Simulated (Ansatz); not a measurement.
Geometry relaxation, with input and output: PtSe2 (part 2 of 2)

PtSe2 (slab, 6 atoms in the cell); DFT PBE+D3(BJ), scalar-relativistic, plane waves, PAW, no spin polarisation (Ansatz 0.2.0); cutoff 420 eV, 12×12×1 k-mesh, Gaussian smearing of 0.02 eV. The structure derives from an entry of the Crystallography Open Database. The input holds or restrains some coordinates. Forces given for the steps count only the free coordinates. It belongs to a series of runs on one base structure; here: bilayer, upper layer shifted by (0.333, 0.667).

Geometry of the input (Å; fractional positions):
```
3.7069  0.0000  0.0000
-1.8534  3.2102  0.0000
0.0000  0.0000  43.1977
Se 0.6667  0.3333  0.4005
Pt 0.0000  0.0000  0.4311
Se 0.3333  0.6667  0.4618
Se 0.0000  0.0000  0.5382
Pt 0.3333  0.6667  0.5689
Se 0.6667  0.3333  0.5995
```

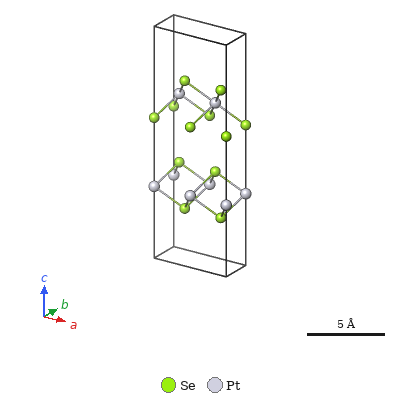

Figure 1. The geometry at step 1 of the log (ball-and-stick view of the 2 × 1 repeat of the cell, with the vacuum cut short, seen slightly off an axis).

### The program's output, continued
```
SCF iter   1: F=—  HF=-46926.831078 eV  |F-HF|=—  |Δ(HF+E_count)|=         —  Δρ=1.79e-2  dr2=3.60e-1  ethr=3.60e-4  ⟨swp⟩=2.0  Hψ=5061  notcnv=0  defer=112
preconditioner: auto → Resta (q_TF=auto, 2.077 Å⁻¹)  ε∞=2.3  [insulator: Δε(μ)=0.674 eV  Ē_g=9.499 eV  σ=0.020 eV  W_gap=1.00  n_scr=82 (ndim 8)  ℏωp=10.9 eV  f_vac=0.733  D(μ)=0.00/eV (n_scr^D=0)  ε∞_Penn≈2.3  vacuum switching on, ρ_ref=6.5e-3 e/Å³]
SCF iter   2: F=—  HF=-46926.819503 eV  |F-HF|=—  |Δ(HF+E_count)|=   1.16e-2  Δρ=8.98e-3  dr2=9.09e-2  ethr=3.60e-4  ⟨swp⟩=2.8  Hψ=1538  notcnv=0  defer=112
SCF iter   3: F=—  HF=-46926.848092 eV  |F-HF|=—  |Δ(HF+E_count)|=   2.86e-2  Δρ=3.98e-3  dr2=1.91e-1  ethr=9.09e-5  ⟨swp⟩=3.3  Hψ=1941  notcnv=0  defer=114
SCF iter   4: F=—  HF=-46926.825850 eV  |F-HF|=—  |Δ(HF+E_count)|=   2.22e-2  Δρ=1.09e-3  dr2=2.57e-2  ethr=9.09e-5  ⟨swp⟩=3.2  Hψ=1908  notcnv=0  defer=114
SCF iter   5: F=—  HF=-46926.823791 eV  |F-HF|=—  |Δ(HF+E_count)|=   2.06e-3  Δρ=4.05e-4  dr2=1.75e-3  ethr=2.57e-5  ⟨swp⟩=2.8  Hψ=1717  notcnv=0  defer=114
SCF iter   6: F=—  HF=-46926.823725 eV  |F-HF|=—  |Δ(HF+E_count)|=   6.60e-5  Δρ=1.68e-4  dr2=8.59e-5  ethr=1.75e-6  ⟨swp⟩=3.0  Hψ=1601  notcnv=0  defer=114
SCF iter   7: F=—  HF=-46926.823711 eV  |F-HF|=—  |Δ(HF+E_count)|=   1.41e-5  Δρ=4.53e-5  dr2=5.52e-5  ethr=8.59e-8  ⟨swp⟩=3.2  Hψ=1863  notcnv=0  defer=114
SCF iter   8: F=—  HF=-46926.823715 eV  |F-HF|=—  |Δ(HF+E_count)|=   4.33e-6  Δρ=3.41e-5  dr2=8.63e-5  ethr=5.52e-8  ⟨swp⟩=3.0  Hψ=1534  notcnv=0  defer=114
SCF iter   9: F=—  HF=-46926.823711 eV  |F-HF|=—  |Δ(HF+E_count)|=   4.67e-6  Δρ=1.25e-5  dr2=2.73e-6  ethr=5.52e-8  ⟨swp⟩=2.7  Hψ=1410  notcnv=0  defer=114
SCF iter  10: F=—  HF=-46926.823711 eV  |F-HF|=—  |Δ(HF+E_count)|=   1.45e-7  Δρ=5.35e-6  dr2=1.46e-6  ethr=2.73e-9  ⟨swp⟩=3.4  Hψ=1826  notcnv=0  defer=114
SCF iter  11: F=-46926.823710 eV  HF=-46926.823711 eV  |F-HF|=1.93e-7  |Δ(HF+E_count)|=   2.87e-9  Δρ=2.32e-6  dr2=2.36e-7  ethr=3.44e-10  ⟨swp⟩=25.8  Hψ=12120  notcnv=0
SCF 2 converged in 11 iterations: F = -46926.823710 eV  dr2 = 2.36e-7
  greatest PAW one-centre occupation: 1.000 electrons in one spin orbital (limit 2), on the Pt atom at site 4 (counted from 0), in its partial waves of l = 0
relax step   2: F+E_penalty+E_count = -46926.82371047 eV  Δ(F+E_penalty+E_count) = -2.919e-2 eV  max|allowed force component| = 8.841e-2 eV/Å  Δτ_max = 0.1913 Å  (11 SCF iters, dr2 threshold 3.44e-7 eV, accepted)
SCF iter   1: F=—  HF=-46926.824813 eV  |F-HF|=—  |Δ(HF+E_count)|=         —  Δρ=5.72e-4  dr2=4.64e-4  ethr=6.42e-6  ⟨swp⟩=2.5  Hψ=1964  notcnv=0  defer=114
preconditioner: auto → Resta (q_TF=auto, 2.077 Å⁻¹)  ε∞=2.3  [insulator: Δε(μ)=0.665 eV  Ē_g=9.533 eV  σ=0.020 eV  W_gap=1.00  n_scr=82 (ndim 8)  ℏωp=10.9 eV  f_vac=0.732  D(μ)=0.00/eV (n_scr^D=0)  ε∞_Penn≈2.3  vacuum switching on, ρ_ref=6.6e-3 e/Å³]
SCF iter   2: F=—  HF=-46926.824712 eV  |F-HF|=—  |Δ(HF+E_count)|=   1.01e-4  Δρ=2.95e-4  dr2=1.33e-4  ethr=4.64e-7  ⟨swp⟩=3.1  Hψ=1960  notcnv=0  defer=114
SCF iter   3: F=—  HF=-46926.824726 eV  |F-HF|=—  |Δ(HF+E_count)|=   1.32e-5  Δρ=1.38e-4  dr2=1.41e-4  ethr=1.33e-7  ⟨swp⟩=3.0  Hψ=1833  notcnv=0  defer=114
SCF iter   4: F=—  HF=-46926.824716 eV  |F-HF|=—  |Δ(HF+E_count)|=   1.01e-5  Δρ=4.41e-5  dr2=7.58e-5  ethr=1.33e-7  ⟨swp⟩=3.0  Hψ=1638  notcnv=0  defer=114
SCF iter   5: F=—  HF=-46926.824710 eV  |F-HF|=—  |Δ(HF+E_count)|=   5.29e-6  Δρ=1.70e-5  dr2=4.22e-6  ethr=7.58e-8  ⟨swp⟩=2.8  Hψ=1485  notcnv=0  defer=114
SCF iter   6: F=—  HF=-46926.824710 eV  |F-HF|=—  |Δ(HF+E_count)|=   4.11e-8  Δρ=1.01e-5  dr2=4.36e-6  ethr=4.22e-9  ⟨swp⟩=3.3  Hψ=1750  notcnv=0  defer=114
SCF iter   7: F=-46926.824710 eV  HF=-46926.824710 eV  |F-HF|=4.13e-9  |Δ(HF+E_count)|=   2.16e-7  Δρ=4.43e-6  dr2=1.42e-7  ethr=4.89e-10  ⟨swp⟩=24.0  Hψ=12203  notcnv=0
SCF 3 converged in 7 iterations: F = -46926.824710 eV  dr2 = 1.42e-7
relax step   3: F+E_penalty+E_count = -46926.82471000 eV  Δ(F+E_penalty+E_count) = -9.995e-4 eV  max|allowed force component| = 1.757e-2 eV/Å  Δτ_max = 0.0120 Å  (7 SCF iters, dr2 threshold 4.89e-7 eV, accepted)
SCF iter   1: F=—  HF=-46926.824785 eV  |F-HF|=—  |Δ(HF+E_count)|=         —  Δρ=1.96e-4  dr2=4.48e-5  ethr=3.80e-7  ⟨swp⟩=2.9  Hψ=2083  notcnv=0  defer=114
preconditioner: auto → Resta (q_TF=auto, 2.077 Å⁻¹)  ε∞=2.3  [insulator: Δε(μ)=0.663 eV  Ē_g=9.530 eV  σ=0.020 eV  W_gap=1.00  n_scr=82 (ndim 8)  ℏωp=10.9 eV  f_vac=0.732  D(μ)=0.00/eV (n_scr^D=0)  ε∞_Penn≈2.3  vacuum switching on, ρ_ref=6.6e-3 e/Å³]
SCF iter   2: F=—  HF=-46926.824749 eV  |F-HF|=—  |Δ(HF+E_count)|=   3.57e-5  Δρ=9.90e-5  dr2=1.06e-5  ethr=4.48e-8  ⟨swp⟩=2.5  Hψ=1729  notcnv=0  defer=114
SCF iter   3: F=—  HF=-46926.824753 eV  |F-HF|=—  |Δ(HF+E_count)|=   3.37e-6  Δρ=3.64e-5  dr2=4.00e-5  ethr=1.06e-8  ⟨swp⟩=3.0  Hψ=2203  notcnv=0  defer=114  recentre
SCF iter   4: F=—  HF=-46926.824750 eV  |F-HF|=—  |Δ(HF+E_count)|=   2.86e-6  Δρ=1.35e-5  dr2=6.06e-6  ethr=1.06e-8  ⟨swp⟩=2.8  Hψ=1446  notcnv=0  defer=114
SCF iter   5: F=—  HF=-46926.824750 eV  |F-HF|=—  |Δ(HF+E_count)|=   3.43e-7  Δρ=5.68e-6  dr2=2.90e-7  ethr=6.06e-9  ⟨swp⟩=2.5  Hψ=1400  notcnv=0  defer=114
SCF iter   6: F=—  HF=-46926.824750 eV  |F-HF|=—  |Δ(HF+E_count)|=   1.41e-8  Δρ=3.03e-6  dr2=2.57e-7  ethr=1.00e-10  ⟨swp⟩=22.2  Hψ=10747  notcnv=0
iter 7 did not close the SCF: its close was put off until two iterations running show no level that it waits for move by more than its bar (scf_convergence_deferred on its scf_iter line)
SCF iter   7: F=-46926.824750 eV  HF=-46926.824750 eV  |F-HF|=5.92e-9  |Δ(HF+E_count)|=   1.56e-8  Δρ=1.62e-6  dr2=7.07e-9  ethr=1.00e-10  ⟨swp⟩=11.7  Hψ=9034  notcnv=0
SCF iter   8: F=-46926.824750 eV  HF=-46926.824750 eV  |F-HF|=1.83e-9  |Δ(HF+E_count)|=   5.17e-9  Δρ=4.35e-7  dr2=1.18e-9  ethr=7.07e-12  ⟨swp⟩=10.2  Hψ=7973  notcnv=0
SCF 4 converged in 8 iterations: F = -46926.824750 eV  dr2 = 1.18e-9
relax step   4: F+E_penalty+E_count = -46926.82474951 eV  Δ(F+E_penalty+E_count) = -3.951e-5 eV  max|allowed force component| = 2.453e-3 eV/Å  Δτ_max = 0.0033 Å  (8 SCF iters, accepted)
NSCF: frozen V_eff on 25 k-points
WARN: The output density's exchange-correlation potential varies sharply where the density is thin. Do not read a vacuum level from v_tot or v_xc, or from such a field of the output density. On a cell that repeats whose density bears no net charge and no dipole along the vacuum's axis use v_es (v_loc + v_h of the components); under efield.dipole_correction with no amplitude use v_es + v_field, which holds any external_charges[].barrier, or the levels of the report's work_function block, which leave it out; under a non-zero efield.amplitude the vacuum is tilted and has no level; on a cell that repeats and bears such a dipole with no correction it is tilted too, and efield.dipole_correction with no amplitude gives each side of its ramp a level where efield: is served; in a cell that repeats whose density bears a net charge (total_charge, or a fill off its count) it is curved and has none; of a slab under crystal.periodic whose density bears no net charge use v_es, which has a level on each side, short of where the two are joined; of another it falls or rises all the way out and has none; of a slab beside external_charges read slab_vacuum_level instead, which it has where they leave it neutral. The grid or the basis barely resolves most such structure, and the values can differ between equally converged runs; as a rule a tighter scf.convergence.dr2_threshold does not remove it. Where the density itself ripples (under the LDA too) a higher basis.ecutwfc lessens it. The files hold the spikes' plane waves up to the density's cutoff. Files: v_tot_of_output_density and the like, and their columns of v_z.tsv (output.write_potential); v_xc_of_output_density and the like, and their columns of v_comp_z.tsv (output.write_potential_components). Measured: with its Gaussian average of σ = 0.25 Å subtracted twice, the exchange-correlation potential is over 0.1 eV at 1 of the grid points where the equally averaged density (valence and model cores) is under 1e-3 e/Å³, and 0.181 eV at the most among them, at an averaged density of 5.7e-9 e/Å³. See output.write_potential in the manual, Limitations
SCF converged after 8 iterations
Free energy (F): -46926.824750 eV
Harris-Foulkes:  -46926.824750 eV  (|F-HF|=1.83e-9)
Internal energy: -46926.824750 eV  (E = F + TS)
E sigma→0 (E₀):  -46926.824750 eV
Fermi energy:    -4.803688 eV
--- Per-component energies (eV) ---
  E_band       = -3696.113924
  E_kinetic    = 1747.552825
  E_local      = -571917.994297  (includes V_loc(G=0)·N_el)
  E_nonlocal   = -1981.762573
  E_hartree    = 284580.062954
  E_xc         = -940.152563
  E_vxc        = -998.070072  (∫ρ·V_xc dr)
  E_paw        = -26555.410737  (= ΣΔE_a)
  E_vpaw       = 294.042514  (= ΣTr[D̂ρ^β])
  E_aug_tail   = -0.001956  (compensation charges beyond the density's cutoff)
  E_ewald      = 268143.061093
  E_disp       = -2.179496  (pairwise vdW)
  E_smearing   = -0.000000  (= −TS)
  E_closure    = -0.000000  (closes the sum)
  Σ components = -46926.824750   (vs F -46926.824750, Δ=0.00e0)
--- Forces (eV/Å), atoms counted from 1 ---
  atom   1  Se     0.00000000     0.00000000    -0.00115679
  atom   2  Pt     0.00000000    -0.00000000     0.00245325
  atom   3  Se     0.00000000    -0.00000000    -0.00050299
  atom   4  Se     0.00000000     0.00000000     0.00050443
  atom   5  Pt    -0.00000000     0.00000000    -0.00243475
  atom   6  Se    -0.00000000    -0.00000000     0.00114081
  max |Σ_I F_I| component: 3.96e-6 eV/Å
--- 2D stress c σ (N/m, compression-positive) ---
        0.052944      -0.000000       0.000000
        0.000000       0.052944       0.000000
        0.000000       0.000000       0.000000
  P = ½ c Tr σ = 0.0529 N/m
--- Band table (eV; the first three rows and the last of 19) ---
  k-point 0: bands = ["-104.1211", "-104.1211", "-58.3453", "-58.3453", "-58.3453", "-58.3453", "-58.2962", "-58.2962", "-53.0739", "-53.0739", "-53.0739", "-53.0739", "-53.0481", "-53.0481", "-53.0476", "-53.0476", "-53.0376", "-53.0375", "-53.0246", "-53.0246", "-53.0246", "-53.0246", "-52.9927", "-52.9927", "-52.9927", "-52.9927", "-52.9804", "-52.9804", "-19.8197", "-19.6627", "-18.1064", "-17.8316", "-11.1745", "-10.7728", "-10.7728", "-10.7556", "-10.7556", "-10.5588", "-8.5420", "-8.5420", "-8.5399", "-8.5399", "-7.2246", "-6.9200", "-6.6985", "-5.7601", "-5.7601", "-5.6212", "-5.6212", "-5.5077", "-2.7865", "-2.7865", "-2.6591", "-2.6591", "-1.0313 (-1.0313°)", "-0.7199 (-0.7201°)", "-0.3083 (-0.3088°)", "-0.0747 (-0.0792°)", "0.1131", "0.3292"]
  k-point 1: bands = ["-104.1211", "-104.1211", "-58.3460", "-58.3460", "-58.3455", "-58.3455", "-58.2961", "-58.2961", "-53.0739", "-53.0739", "-53.0739", "-53.0738", "-53.0481", "-53.0480", "-53.0477", "-53.0476", "-53.0376", "-53.0375", "-53.0246", "-53.0246", "-53.0246", "-53.0245", "-52.9927", "-52.9927", "-52.9927", "-52.9926", "-52.9804", "-52.9804", "-19.7441", "-19.5877", "-18.1034", "-17.8408", "-11.1165", "-10.7879", "-10.7703", "-10.7288", "-10.7097", "-10.4714", "-8.6538", "-8.6406", "-8.6018", "-8.5913", "-7.2953", "-7.2100", "-6.6780", "-5.9248", "-5.7600", "-5.7321", "-5.6121", "-5.2188", "-3.2947", "-3.1274", "-2.9169", "-2.7552", "-0.7531 (-0.7532°)", "-0.5525 (-0.5529°)", "0.1611", "0.2207", "0.4541", "0.4717"]
  k-point 2: bands = ["-104.1211", "-104.1211", "-58.3480", "-58.3480", "-58.3461", "-58.3461", "-58.2960", "-58.2960", "-53.0739", "-53.0739", "-53.0738", "-53.0737", "-53.0481", "-53.0480", "-53.0477", "-53.0476", "-53.0375", "-53.0374", "-53.0246", "-53.0246", "-53.0245", "-53.0244", "-52.9928", "-52.9927", "-52.9926", "-52.9926", "-52.9803", "-52.9803", "-19.5265", "-19.3725", "-18.0962", "-17.8673", "-11.0274", "-10.7763", "-10.6991", "-10.6131", "-10.5884", "-10.2687", "-9.0569", "-9.0209", "-8.7198", "-8.6994", "-7.7223", "-7.6186", "-6.4713", "-5.9717", "-5.8661", "-5.8374", "-5.6737", "-5.2351", "-4.0871", "-3.7926", "-3.1472", "-2.9357", "-0.2370 (-0.2374°)", "-0.1711 (-0.1718°)", "0.4538", "0.7239", "0.7396", "0.8446"]
  k-point 18: bands = ["-104.1209", "-104.1209", "-58.3530", "-58.3530", "-58.3530", "-58.3530", "-58.2953", "-58.2953", "-53.0739", "-53.0738", "-53.0735", "-53.0735", "-53.0482", "-53.0482", "-53.0478", "-53.0472", "-53.0372", "-53.0372", "-53.0246", "-53.0246", "-53.0242", "-53.0242", "-52.9930", "-52.9930", "-52.9924", "-52.9924", "-52.9801", "-52.9800", "-18.1066", "-18.1066", "-18.0322", "-18.0322", "-10.9963", "-10.9963", "-10.7253", "-10.5657", "-10.5657", "-10.5003", "-9.2402", "-9.2402", "-9.1475", "-9.1398", "-8.1981", "-8.1981", "-7.9802", "-7.9802", "-6.7146", "-6.6124", "-6.6124", "-6.6110", "-4.2735", "-3.9139", "-3.9138", "-3.5471", "0.4800", "0.4800", "1.9534", "2.4920", "2.4920", "3.2652"]
  ° read free of the cell's end (the report's vacuum.weakly_bound_levels)
--- Relaxed structure (4 steps of the walk, 4 accepted, 0 SCFs on fresh bases) ---
  F+E_penalty+E_count = -46926.82474951 eV   max|allowed force component| = 2.453e-3 eV/Å
  cell:  # Å, volume = 514.0498 Å³
    - [3.7068661496102724, 0.0, 0.0]
    - [-1.8534330748051362, 3.210240253991104, 0.0]
    - [0.0, 0.0, 43.197713335]
  atoms:
    - { symbol: Se, position: [0.6666666666666666, 0.3333333333333333, 0.40483407920336845] }
    - { symbol: Pt, position: [7.727189811549932e-18, 2.207768517585694e-18, 0.43557067584241776] }
    - { symbol: Se, position: [0.3333333333333333, 0.6666666666666666, 0.4661267869217614] }
    - { symbol: Se, position: [0.0, 0.0, 0.5338732027930215] }
    - { symbol: Pt, position: [0.3333333333333333, 0.6666666666666666, 0.5644293080259071] }
    - { symbol: Se, position: [0.6666666666666666, 0.3333333333333333, 0.5951659472135236] }
```

### Trajectory as extended XYZ (Å, eV, eV/Å), 4 frames, from step=1 to step=4
```
6
Lattice="3.7069 0.0000 0.0000 -1.8534 3.2102 0.0000 0.0000 0.0000 43.1977" Properties=species:S:1:pos:R:3:forces:R:3 step=1 energy=-46926.79452
Se    1.8534    1.0701   17.2994    0.0000   0.0000  -0.0061
Pt    0.0000    0.0000   18.6241    0.0000   0.0000   0.0742
Se    0.0000    2.1402   19.9489    0.0000   0.0000   0.0620
Se    0.0000    0.0000   23.2489    0.0000   0.0000  -0.0620
Pt    0.0000    2.1402   24.5736    0.0000   0.0000  -0.0742
Se    1.8534    1.0701   25.8983    0.0000   0.0000   0.0061
6
Lattice="3.7069 0.0000 0.0000 -1.8534 3.2102 0.0000 0.0000 0.0000 43.1977" Properties=species:S:1:pos:R:3:forces:R:3 step=2 energy=-46926.82371
Se    1.8534    1.0701   17.4792    0.0000   0.0000   0.0648
Pt    0.0000    0.0000   18.8123    0.0000   0.0000   0.0218
Se    0.0000    2.1402   20.1401    0.0000   0.0000  -0.0884
Se    0.0000    0.0000   23.0576    0.0000   0.0000   0.0884
Pt    0.0000    2.1402   24.3854    0.0000   0.0000  -0.0218
Se    1.8534    1.0701   25.7185    0.0000   0.0000  -0.0649
6
Lattice="3.7069 0.0000 0.0000 -1.8534 3.2102 0.0000 0.0000 0.0000 43.1977" Properties=species:S:1:pos:R:3:forces:R:3 step=3 energy=-46926.82471
Se    1.8534    1.0701   17.4912    0.0000   0.0000  -0.0175
Pt    0.0000    0.0000   18.8175    0.0000   0.0000   0.0047
Se    0.0000    2.1402   20.1364    0.0000   0.0000   0.0119
Se    0.0000    0.0000   23.0613    0.0000   0.0000  -0.0119
Pt    0.0000    2.1402   24.3802    0.0000   0.0000  -0.0048
Se    1.8534    1.0701   25.7065    0.0000   0.0000   0.0176
6
Lattice="3.7069 0.0000 0.0000 -1.8534 3.2102 0.0000 0.0000 0.0000 43.1977" Properties=species:S:1:pos:R:3:forces:R:3 step=4 energy=-46926.82475
Se    1.8534    1.0701   17.4879    0.0000   0.0000  -0.0012
Pt    0.0000    0.0000   18.8157    0.0000   0.0000   0.0025
Se    0.0000    2.1402   20.1356    0.0000   0.0000  -0.0005
Se    0.0000    0.0000   23.0621    0.0000   0.0000   0.0005
Pt    0.0000    2.1402   24.3821    0.0000   0.0000  -0.0024
Se    1.8534    1.0701   25.7098    0.0000   0.0000   0.0011
```

### Results in brief

- outcome: converged under the restraints of the input
- electrons treated: 100
- free energy: −46926.8247 eV
- work function, top face: 4.80 eV
- work function, bottom face: 4.80 eV
- Fermi energy: −4.804 eV
- gap on the k-point mesh: 0.66 eV
- gap on the band path: 0.66 eV
- final volume: 514.05 Å³
- work function (upper face): 4.80 eV
- largest force (length of the vector) at the end, held atoms and coordinates included: 0.002 eV/Å
- hardware: 2 threads of Arm Neoverse N1, 24 GiB of memory available, shared host
- wall time: 5.8 min (CPU time 12 min)
- peak memory: 1.1 GiB

Notes on the run: the SCF threshold is looser than advised for the printed stress; the exchange-correlation potential is rough where the density is thin. Spin–orbit coupling is left out, which matters for Pt.
